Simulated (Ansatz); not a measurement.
```xyz
21
Lattice="4.2794 0.0000 0.0000 -2.1397 3.7061 0.0000 0.0000 0.0000 41.9974" Properties=species:S:1:pos:R:3 pbc="T T T"
Bi    0.0000    0.0000    6.1396
Bi    2.1397    1.2353   20.1386
Bi    0.0000    2.4707   34.1380
Bi    2.1397    1.2353    7.8594
Bi    0.0000    2.4707   21.8588
Bi    0.0000    0.0000   35.8578
Bi    0.0000    0.0000   12.1284
Bi    2.1397    1.2353   26.1278
Bi    0.0000    2.4707   40.1268
Bi    2.1397    1.2353    1.8706
Bi    0.0000    2.4707   15.8696
Bi    0.0000    0.0000   29.8690
Se    0.0000    2.4707    3.3741
Se    0.0000    0.0000   17.3735
Se    2.1397    1.2353   31.3725
Se    0.0000    2.4707   10.6249
Se    0.0000    0.0000   24.6239
Se    2.1397    1.2353   38.6233
Se    0.0000    0.0000    0.0000
Se    2.1397    1.2353   13.9990
Se    0.0000    2.4707   27.9984
```

Space group R-3m; started from the database_166 prototype, which need not be the ambient phase.

Computed with DFT r2SCAN, scalar-relativistic, plane waves, PAW (Ansatz 0.2.0).

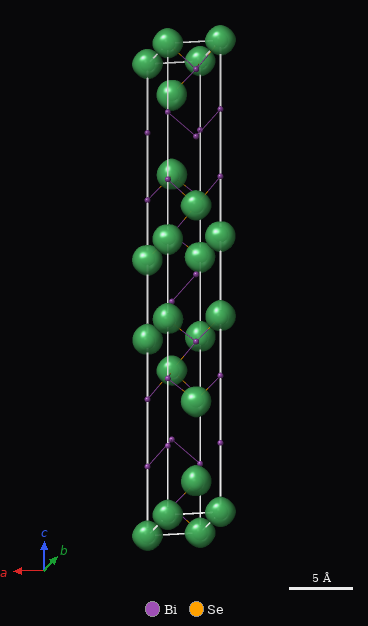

Bi$_{4}$Se$_{3}$. Isosurface of the ELF at 0.7 (green), seen at an oblique angle. Core shells and regions of very low density are left out. Sticks mark near contacts.

Where are the electrons localised?

The surface consists of nine regions wrapped around Se (the valence shell of each), counted in one cell of 21 atoms. Regions shared between cells count once.

Values along the shortest contacts:
Bi–Se (2.89 Å): the ELF is about 0.45 at the midpoint and 0.35 at its lowest between the atoms. Bi–Bi (3.01 Å): the ELF reaches about 0.55 near the midpoint.
